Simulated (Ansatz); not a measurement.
Crystal: Te₂Mo, the geometry relaxed with DFT PBE+D3(BJ), scalar-relativistic, plane waves, PAW (Ansatz 0.2.0).

```
Te Mo
1.0
     3.49640    0.00000    0.00000
    -1.74820    3.02797    0.00000
     0.00000    0.00000   13.70084
Te Mo
4 2
Cartesian
  0.0000 2.0186 8.4581
  1.7482 1.0093 1.6077
  0.0000 2.0186 12.0932
  1.7482 1.0093 5.2428
  0.0000 2.0186 3.4252
  1.7482 1.0093 10.2756
```

What does its first Brillouin zone look like, and which path through it is standard?

It has a primitive hexagonal lattice (hP; extended symbol hP2). The zone is a hexagonal prism in its combinatorial type: 8 faces (6 with 4 edges, 2 with 6 edges), 18 edges, 12 vertices. Path: Γ–M–K–Γ–A–L–H–A | L–M | H–K.

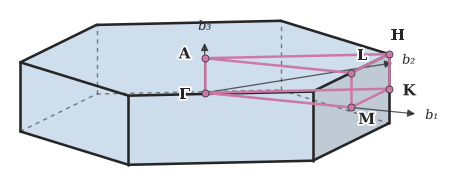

Labels and path follow the convention of Hinuma et al. (2017), as computed by seekpath; the arrows show the directions of the reciprocal primitive vectors b₁, b₂, b₃, in which coordinates are given; lengths include the factor 2π.

| point | k₁ | k₂ | k₃ | length of k (1/Å) |
| --- | --- | --- | --- | --- |
| Γ | 0 | 0 | 0 | 0.000 |
| A | 0 | 0 | 1/2 | 0.229 |
| K | 1/3 | 1/3 | 0 | 1.198 |
| H | 1/3 | 1/3 | 1/2 | 1.220 |
| M | 1/2 | 0 | 0 | 1.038 |
| L | 1/2 | 0 | 1/2 | 1.063 |
